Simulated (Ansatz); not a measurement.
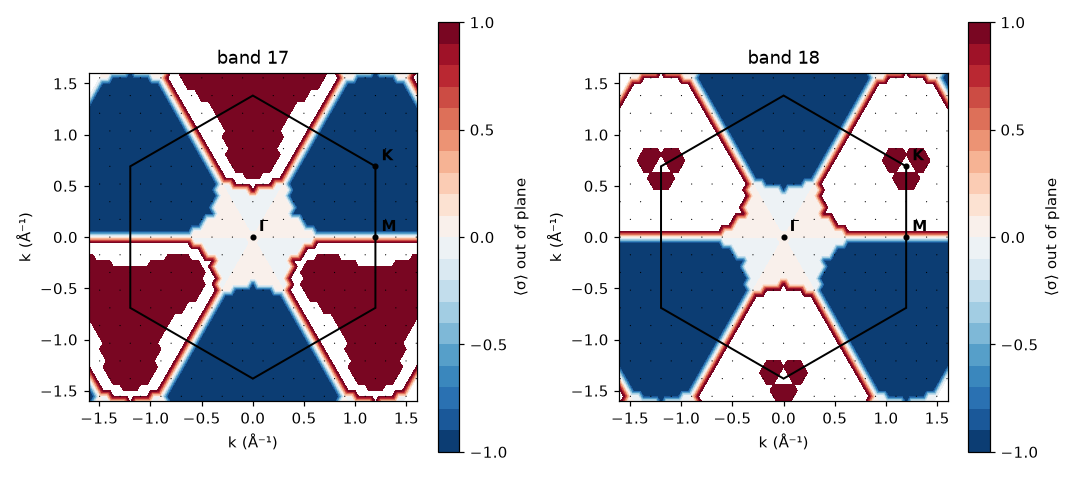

Spin texture of TiO (space group P-6m2, No. 187) in the plane k₃ = 0, seen along b₁ × b₂: arrows give the in-plane part of ⟨σ⟩, colours the part out of the plane.

Level of theory: DFT PBEsol, spin-orbit coupling, plane waves, PAW; levels and slopes on a dense k mesh at the converged density (Ansatz 0.2.0). Non-magnetic. The levels come from a k mesh of 36×36×1 points. Cell and positions as given, without relaxation (residual pressure −40 GPa). Sheets, masses and frequencies are those of this strained cell.

Question: Describe the spin texture.

Answer: Band 17 (filled): the spin expectation value has a mean length of 0.8, almost wholly out of the plane; its out-of-plane part is −1.0 at the labelled K point and +1.0 at the opposite point. Band 18 (filled): the spin expectation value has a mean length of 0.8, almost wholly out of the plane; its out-of-plane part is +1.0 at the labelled K point and −1.0 at the opposite point.

Question: Why are these bands spin-split?

Answer: The structure has no inversion centre, so spin-orbit coupling splits the pair at general k (symmetry can keep it degenerate on some lines and at time-reversal-invariant points), and the spin at −k is opposite to that at k. Bands 17 and 18 lie up to 0.03 eV apart in this plane.

No Hubbard term was used, so a compound that is really a magnetic or Mott insulator can come out metallic. On the self-consistent mesh a gap of 0.00 eV remains, so whether this is a metal isn't settled.
